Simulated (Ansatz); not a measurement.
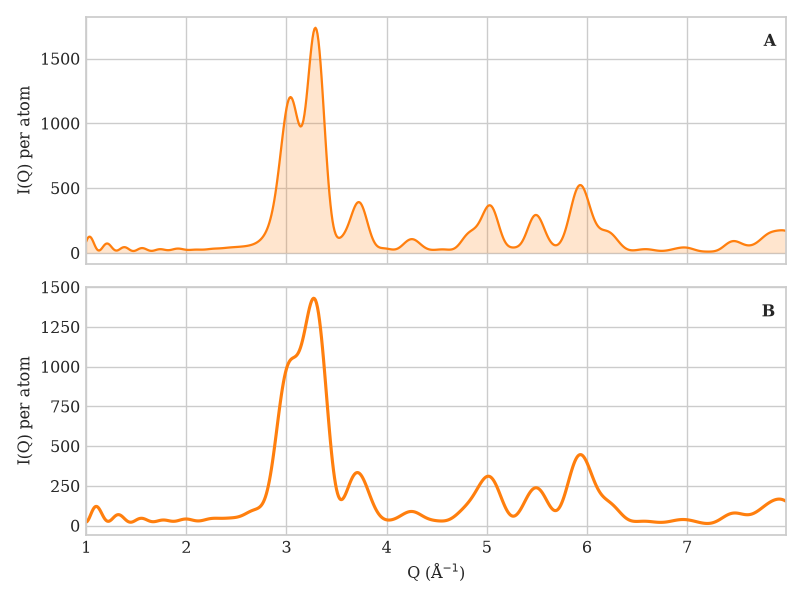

X-ray scattering of spheres cut from the crystal structure of Co (P6_3/mmc, a = 2.494 Å, b = 2.494 Å, c = 8.088 Å, α = 90.00°, β = 90.00°, γ = 120.00°), calculated atom by atom with the Debye equation (B = 0.5 Å², no relaxation of the surface). Structure used: coordinates from a relaxation with Ansatz 0.2.0, DFT PBE, scalar-relativistic, plane waves, PAW; the starting structure was generated, so it need not be a known form of this composition.

### The spheres are 28 and 36 Å across. Which curve is which?

curve A: 36 Å (2271 atoms); curve B: 28 Å (1075 atoms). Peak widths go roughly as 2π/D, so the largest sphere has the sharpest peaks.

### Index the main peaks of the largest sphere.

Q ≈ 3.04 Å⁻¹: 101 + 004; Q ≈ 3.29 Å⁻¹: 102; Q ≈ 3.72 Å⁻¹: 103; Q ≈ 4.25 Å⁻¹: 104; Q ≈ 5.03 Å⁻¹: 110; Q ≈ 5.49 Å⁻¹: 106.
